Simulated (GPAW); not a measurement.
# Near-edge structure at the S K edge of zinc-blende (ZnS)₁₋ₓ(CdS)ₓ at x = 0.875

Aim: the S K edge in zinc-blende (ZnS)₁₋ₓ(CdS)ₓ at x = 0.875, one member of a composition series.

Calculated with GPAW 26.7.0; X-ray absorption from dipole matrix elements to empty bands, plane-wave PAW PBE.

## (1) Starting point

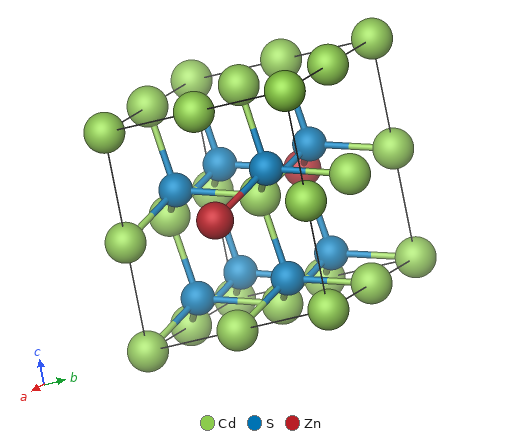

The cell as given, slightly off an axis (cadmium green, sulfur blue, zinc red). Bonds to atoms that aren't drawn are left out. Some periodic images of atoms are drawn too.

The cell holds 16 atoms: 7 Cd, 8 S and 1 Zn. Cell: a = 8.158 Å, b = 8.158 Å, c = 8.158 Å, α = 60.0°, β = 60.0°, γ = 60.0°. 16-atom zinc-blende cell, 7 of 8 Zn sites taken by Cd at random, lattice constants typed for the ends and interpolated (Vegard).

## (2) Relaxation

Bond lengths around the absorber set the edge shape, so the atoms are relaxed before any spectrum.

File relax.py:

```python
import numpy as np
from ase import Atoms
from ase.parallel import parprint, paropen
from gpaw import GPAW, PW, FermiDirac, Mixer, MixerDif, setup_paths
from ase.optimize import BFGS

atoms = Atoms('CdSCdSCdSZnSCdSCdSCdSCdS',
    cell=[[0, 5.76875, 5.76875],
     [5.76875, 0, 5.76875],
     [5.76875, 5.76875, 0]],
    scaled_positions=[[0.999182, 0.000905, 0.000129],
     [0.122831, 0.122306, 0.128615],
     [0.003227, 0.999191, 0.498582],
     [0.123449, 0.127053, 0.62251],
     [0.002712, 0.498918, 0.00124],
     [0.125192, 0.62489, 0.121924],
     [0.002766, 0.496716, 0.504538],
     [0.124904, 0.623568, 0.620241],
     [0.496246, 0.996969, 0.000426],
     [0.623413, 0.12779, 0.129078],
     [0.500452, 0.00064, 0.500762],
     [0.62475, 0.124967, 0.624973],
     [0.496107, 0.502922, 0.001529],
     [0.623131, 0.625446, 0.125021],
     [0.500209, 0.500848, 0.498008],
     [0.625086, 0.627219, 0.62757]],
    pbc=True)
atoms.calc = GPAW(legacy_gpaw=True, mode=PW(400, force_complex_dtype=True), xc='PBE', setups={},
    kpts={'size': (3, 3, 3), 'gamma': True}, occupations=FermiDirac(0.08),
    charge=0, mixer=Mixer(0.1, 5, 50), maxiter=150,
    convergence={'density': 0.0001, 'eigenstates': 1e-6}, txt='relax.txt')
steps = []
opt = BFGS(atoms, logfile='-')
opt.attach(lambda: steps.append([atoms.get_potential_energy(), float(np.linalg.norm(atoms.get_forces(), axis=1).max())]))
done = opt.run(fmax=0.05, steps=30)
out = dict(done=bool(done), steps=steps, frac=atoms.get_scaled_positions().tolist())
import json
with paropen('out.json', 'w') as f:
    json.dump(out, f)
```

On the command line:

```sh
> OMP_NUM_THREADS=1 mpirun -n 4 gpaw python relax.py
```

Numbers of over 12 decimals in the logs are rounded to 6 here.

Output:

```text
Input parameters:
  convergence: {density: 0.0001,
                eigenstates: 1e-06}
  kpts: {gamma: True,
         size: (3, 3, 3)}
  maxiter: 150
  mixer: {backend: pulay,
          beta: 0.1,
          method: separate,
          nmaxold: 5,
          weight: 50}
  mode: {ecut: 400.0,
         force_complex_dtype: True,
         name: pw}
  occupations: {fixmagmom: False,
                name: fermi-dirac,
[...]
Forces in eV/Ang:
[...]
14 Cd    0.01382    0.00880    0.00331
 15 S     0.00805   -0.01113   -0.01136
Step     Time          Energy          fmax
BFGS:    0 04:07:46      -49.850880        1.221680
BFGS:    1 04:08:22      -49.921624        1.107023
BFGS:    2 04:09:16      -50.145016        0.257091
BFGS:    3 04:09:56      -50.154765        0.170744
[...]
BFGS:    8 04:12:38      -50.162476        0.101939
BFGS:    9 04:13:08      -50.165063        0.028248
[key lines of the parts left out:]
Converged after 6 iterations.
Dipole moment: (-17.461033, -21.743653, -21.562356) |e|*Ang
Free energy:    -50.165063
Fermi level: 4.35714
```

The job ended after 6.5 min (4 MPI ranks of Arm Neoverse V2, shared host; peak memory 0.37 GiB; 26 min of CPU time).

In 9 steps the energy fell by 314 meV (energies extrapolated to zero smearing) and the largest force to 0.028 eV/Å. Atom 6 (S; the text counts from 1, the script from 0) is among those that moved most, by 0.16 Å.

## (3) Ground state of the crystal

A plain self-consistent run shows whether there is a gap, which decides the set-up of the core-hole run.

File scf.py:

```python
import numpy as np
from ase import Atoms
from ase.parallel import parprint, paropen
from gpaw import GPAW, PW, FermiDirac, Mixer, MixerDif, setup_paths
from gpaw.test import gen
setup_paths.insert(0, '.')
gen('S', name='nch1s', xcname='PBE', corehole=(1, 0, 0), write_xml=True)
from gpaw.mpi import world
world.barrier()

atoms = Atoms('CdSCdSCdSZnSCdSCdSCdSCdS',
    cell=[[0, 5.76875, 5.76875],
     [5.76875, 0, 5.76875],
     [5.76875, 5.76875, 0]],
    scaled_positions=[[0.9991669, 0.9994643, 0.998556],
     [0.1239494, 0.1242807, 0.1255628],
     [0.0015717, 0.9973266, 0.502139],
     [0.1184852, 0.1439243, 0.6187027],
     [0.0022301, 0.5006494, 0.9979719],
     [0.1167226, 0.6190897, 0.1451726],
     [0.9998845, 0.4993238, 0.5005131],
     [0.1196644, 0.6175453, 0.6182973],
     [0.4987946, 0.9997627, 0.0008413],
     [0.6229247, 0.1258189, 0.1256099],
     [0.4987556, 0.9991377, 0.5021586],
     [0.6251053, 0.1253802, 0.6258384],
     [0.4967232, 0.5024583, 0.9994462],
     [0.6255297, 0.624869, 0.1247738],
     [0.4997284, 0.5019486, 0.5011661],
     [0.6445701, 0.6188876, 0.6192445]],
    pbc=True)
atoms.calc = calc = GPAW(legacy_gpaw=True, mode=PW(400, force_complex_dtype=True), xc='PBE', setups={1: 'nch1s'},
    kpts={'size': (3, 3, 3), 'gamma': True}, occupations=FermiDirac(0.05),
    charge=0, mixer=Mixer(0.1, 5, 50), maxiter=150,
    convergence={'density': 0.0001, 'eigenstates': 1e-6}, txt='scf.txt')
energy = atoms.get_potential_energy() + calc.get_reference_energy()
ef = calc.get_fermi_level()
out = dict(energy=energy, fermi=ef, forces=atoms.get_forces().tolist())
parprint(f'all-electron energy {energy:.4f} eV, Fermi level {ef:.4f} eV')
ev = np.array([[calc.get_eigenvalues(k, s) for k in range(len(calc.get_ibz_k_points()))] for s in range(calc.get_number_of_spins())])
out['homo'], out['lumo'], out['counts'] = ev[ev < ef].max(), ev[ev > ef].min(), sorted(set((ev < ef).sum((0, 2)).tolist()))
out['filled'] = (ev[:, 0] < ef).sum(1).tolist()
import json
with paropen('out.json', 'w') as f:
    json.dump(out, f)
```

On the command line:

```sh
> OMP_NUM_THREADS=1 mpirun -n 4 gpaw python scf.py
```

Output:

```text
Input parameters:
  convergence: {density: 0.0001,
                eigenstates: 1e-06}
  kpts: {gamma: True,
         size: (3, 3, 3)}
  maxiter: 150
  mixer: {backend: pulay,
          beta: 0.1,
          method: separate,
          nmaxold: 5,
          weight: 50}
  mode: {ecut: 400.0,
         force_complex_dtype: True,
         name: pw}
  occupations: {fixmagmom: False,
                name: fermi-dirac,
                width: 0.05}
  setups: {1: nch1s}
  xc: PBE

Initialize ...

[... PAW data sets ...]

Reference energy: -1200934.114490  # eV

Spin-paired calculation

[... convergence settings ...]
Symmetries present (total): 1
  [... symmetry matrices ...]

27 k-points: 3 x 3 x 3 Monkhorst-Pack grid
14 k-points in the irreducible part of the Brillouin zone
       k-points in crystal coordinates                weights
   0:     0.00000000    0.00000000    0.00000000          1/27
   1:     0.00000000    0.00000000    0.33333333          2/27
   2:     0.00000000    0.33333333   -0.33333333          2/27
   3:     0.00000000    0.33333333    0.00000000          2/27
   4:     0.00000000    0.33333333    0.33333333          2/27
   5:     0.33333333   -0.33333333   -0.33333333          2/27
   6:     0.33333333   -0.33333333    0.00000000          2/27
   7:     0.33333333   -0.33333333    0.33333333          2/27
   8:     0.33333333    0.00000000   -0.33333333          2/27
   9:     0.33333333    0.00000000    0.00000000          2/27
          ...
  13:     0.33333333    0.33333333    0.33333333          2/27

Wave functions: Plane wave expansion
  Cutoff energy: 400.000 eV
  Number of coefficients (min, max): 6879, 6975
  Pulay-stress correction: 0.000000 eV/Ang^3 (de/decut=0.000000)
  Using FFTW library
  Wavefunction extrapolation:
    Improved wavefunction reuse through dual PAW basis

Occupation numbers: Fermi-Dirac:
  width: 0.0500  # eV

Eigensolver
   Davidson(niter=2)

Densities:
  Coarse grid: 40*40*40 grid
  Fine grid: 80*80*80 grid
  Total Charge: 0.000000

Density mixing:
  Method: separate
  Backend: pulay
  Linear mixing parameter: 0.1
  old densities: 5
  Width of damping distribution: 1.1
  Damping of long wavelength oscillations: 50

[... Hamiltonian set-up ...]
Number of atoms: 16
Number of atomic orbitals: 104
Number of bands in calculation: 91
Number of valence electrons: 144
Bands to converge: occupied

... initialized

Initializing position-dependent things.

Density initialized from atomic densities
Creating initial wave functions:
  91 bands from LCAO basis set

                                       Cd

                       Zn

                            Cd
                         S    Cd
                S  Cd
                     Cd
                  S
                          Cd
         S             S
                            Cd
               S
                S

       S

Atomic positions and initial magnetic moments

Positions:
   0 Cd    11.526080   11.524364   11.529604    ( 0.0000,  0.0000,  0.0000)
   1 S      1.441285    1.439374    1.431977    ( 0.0000,  0.0000,  0.0000)
   2 Cd     8.650042    2.905781    5.762395    ( 0.0000,  0.0000,  0.0000)
   3 S      4.399405    4.252653    1.513775    ( 0.0000,  0.0000,  0.0000)
   4 Cd     8.645172    5.769915    2.900986    ( 0.0000,  0.0000,  0.0000)
   5 S      4.408838    1.510808    4.244717    ( 0.0000,  0.0000,  0.0000)
   6 Zn     5.767809    8.655419    8.648558    ( 0.0000,  0.0000,  0.0000)
[...]
13 S      4.324502    4.328313    7.213238    ( 0.0000,  0.0000,  0.0000)
  14 Cd     5.786718    5.773910    5.778424    ( 0.0000,  0.0000,  0.0000)
  15 S      7.142475    7.290630    7.288572    ( 0.0000,  0.0000,  0.0000)

Unit cell:
           periodic     x           y           z      points  spacing
  1. axis:    yes    0.000000    5.768750    5.768750    40     0.1665
  2. axis:    yes    5.768750    0.000000    5.768750    40     0.1665
  3. axis:    yes    5.768750    5.768750    0.000000    40     0.1665

  Lengths:   8.158244   8.158244   8.158244
  Angles:   60.000000  60.000000  60.000000

Effective grid spacing dv^(1/3) = 0.1817

iter:   1   -53.972940
iter:   2   -52.459135   -1.18  -1.12
iter:   3   -50.220579   -1.25  -1.21
iter:   4   -50.213875   -2.51  -1.58
iter:   5   -50.926325   -1.67  -1.60
iter:   6   -50.187823   -2.09  -1.80
iter:   7   -50.183556   -2.34  -2.49
iter:   8   -50.165245c  -3.56  -2.60
iter:   9   -50.165159c  -3.98  -3.17
iter:  10   -50.164964c  -4.50  -3.19
iter:  11   -50.164895c  -4.79  -3.38
iter:  12   -50.164830c  -5.56  -3.73
iter:  13   -50.164745c  -5.72  -3.79
iter:  14   -50.164749c  -6.47c -3.97
iter:  15   -50.164745c  -6.38c -4.55c

Converged after 15 iterations.

Dipole moment: (-17.460789, -21.742601, -21.562055) |e|*Ang

Energy contributions relative to reference atoms: (reference = -1200934.114490)

Kinetic:       +152.852785
Potential:     -137.032083
External:        +0.000000
XC:             -67.530560
Entropy (-ST):   -0.000001
Local:           +1.545114
SIC:             +0.000000
--------------------------
Free energy:    -50.164746
Extrapolated:   -50.164745

Showing only first 2 kpts
 Kpt  Band  Eigenvalues  Occupancy
  0    70      3.70073    1.99999
  0    71      3.70082    1.99999
  0    72      4.89234    0.00002
  0    73      6.66280    0.00000

  1    70      3.50035    2.00000
  1    71      3.50113    2.00000
  1    72      6.04596    0.00000
  1    73      6.68837    0.00000

Fermi level: 4.32642

Gap: 1.192 eV
Transition (v -> c):
  (s=0, k=0, n=71, [0.00, 0.00, 0.00]) -> (s=0, k=0, n=72, [0.00, 0.00, 0.00])
No difference between direct/indirect transitions

Forces in eV/Ang:
  0 Cd   -0.02137    0.01191   -0.00339
  1 S     0.01147   -0.00903   -0.00848
  2 Cd    0.00191    0.01411    0.00539
  3 S     0.00061    0.00003    0.00244
  4 Cd    0.01213    0.00494    0.01472
  5 S    -0.01624   -0.00221    0.01482
  6 Zn    0.00363    0.00390    0.00494
[...]
13 S    -0.00899    0.00696   -0.01625
 14 Cd    0.01565   -0.00043   -0.00107
 15 S     0.01044   -0.00658   -0.00803
Scalar-relativistic atomic PBE calculation for S (Sulfur, Z=16)
Core hole in 1s state (1s occupation: 2.0)
450 radial gridpoints.
|------------------------------------------------|
|------------------------------------------------|
[... the atom generator's iteration count ...]

Energy contributions:
-------------------------
Kinetic:     +400.475044
XC:           -25.464799
Potential:   -774.020431
-------------------------
Total:       -399.010186

state      eigenvalue         ekin         rmax
-----------------------------------------------
1s^2.0 :   -88.400017   122.217219        0.063
2s^2.0 :    -7.779192    18.562705        0.388
2p^6.0 :    -5.751522    17.633089        0.326
3s^2.0 :    -0.634076     2.729428        1.412
3p^4.0 :    -0.257545     1.914451        1.605
-----------------------------------------------
(units: Bohr and Hartree)

Generating PAW setup
Kinetic energy of the core from tauc = 388.45302198035
Cutoffs:
rc(s)=1.840
rc(p)=1.850
rc(d)=1.700
rc(vbar)=1.720
rc(comp)=1.430
rc(nct)=1.850

Kinetic energy of the core states: 387.358382
Charge: 0.0
Core electrons: 10.0
Valence electrons: 6.0
Pseudo-core charge: 0.058697
Shape function alpha=4.890
Pseudo-electron charge 6.443685
state    eigenvalue         norm
--------------------------------
3s(2) :    -0.634076     1.192540
*s    :     0.365924
3p(4) :    -0.257545     0.999977
*p    :     0.742455
*d    :     0.000000
--------------------------------

Diagonalizing with gridspacing h=0.050

state   all-electron     PAW
-------------------------------
3s:      -0.634076    -0.634693
3p:      -0.257545    -0.257957
*d:                    0.042231
*f:                    0.074234
-------------------------------
all-electron energy -1200984.2792 eV, Fermi level 4.3264 eV
```

It took 79 s on 4 MPI ranks; peak memory 0.38 GiB; 5.3 min of CPU time.

The mesh shows a gap of 1.19 eV. The excited electron is kept all the same, so that all members of the series, with or without a gap, are treated alike.

## (4) Cell without a hole, the energy reference

The photon energy needs a difference of total energies, so the cell and mesh of the coming hole run are first run without a hole.

Changes to scf.py since step 3:

```diff
@@ -32,3 +32,3 @@
 atoms.calc = calc = GPAW(legacy_gpaw=True, mode=PW(400, force_complex_dtype=True), xc='PBE', setups={1: 'nch1s'},
-    kpts={'size': (3, 3, 3), 'gamma': True}, occupations=FermiDirac(0.05),
+    kpts={'size': (3, 3, 3), 'gamma': True}, occupations=FermiDirac(0.02),
     charge=0, mixer=Mixer(0.1, 5, 50), maxiter=150,
```

Output:

```text
Input parameters:
  convergence: {density: 0.0001,
                eigenstates: 1e-06}
  kpts: {gamma: True,
         size: (3, 3, 3)}
  maxiter: 150
  mixer: {backend: pulay,
          beta: 0.1,
          method: separate,
          nmaxold: 5,
          weight: 50}
  mode: {ecut: 400.0,
         force_complex_dtype: True,
         name: pw}
  occupations: {fixmagmom: False,
                name: fermi-dirac,
[...]
3s(2) :    -0.634076     1.192540
*s    :     0.365924
3p(4) :    -0.257545     0.999977
*p    :     0.742455
*d    :     0.000000
--------------------------------

Diagonalizing with gridspacing h=0.050

state   all-electron     PAW
-------------------------------
3s:      -0.634076    -0.634693
3p:      -0.257545    -0.257957
*d:                    0.042231
*f:                    0.074234
-------------------------------
all-electron energy -1200984.2792 eV, Fermi level 4.1828 eV
[key lines of the parts left out:]
Converged after 15 iterations.
Dipole moment: (-17.460788, -21.742601, -21.562055) |e|*Ang
Free energy:    -50.164746
Fermi level: 4.18276
```

The job ended after 79 s (4 MPI ranks; peak memory 0.38 GiB).

Reference energy: -1200984.279 eV with the cores included.

(Continued in part 2 of 2.)

[Banner, clock and machine lines of the logs are left out without a mark of their own.]

[Logs are printed without paths, hosts, clocks, repeated set-up lines and the standing remarks that a program may print on its own settings, such as how far it seeks lower states.]

[Hosts, paths, dates, database ids (printed as entryN), source tags and the programs' standing remarks are cut or masked in the printed files.]

[Lists of maxima count a maximum above −3 eV only where it reaches 4 % of the highest in the window and stands out from its surroundings by 2 % of it (1.5 % where it reaches 55 %); shoulders and weaker maxima are passed over, and of the rest the first, up to two pre-edge ones and the few strongest are named.]
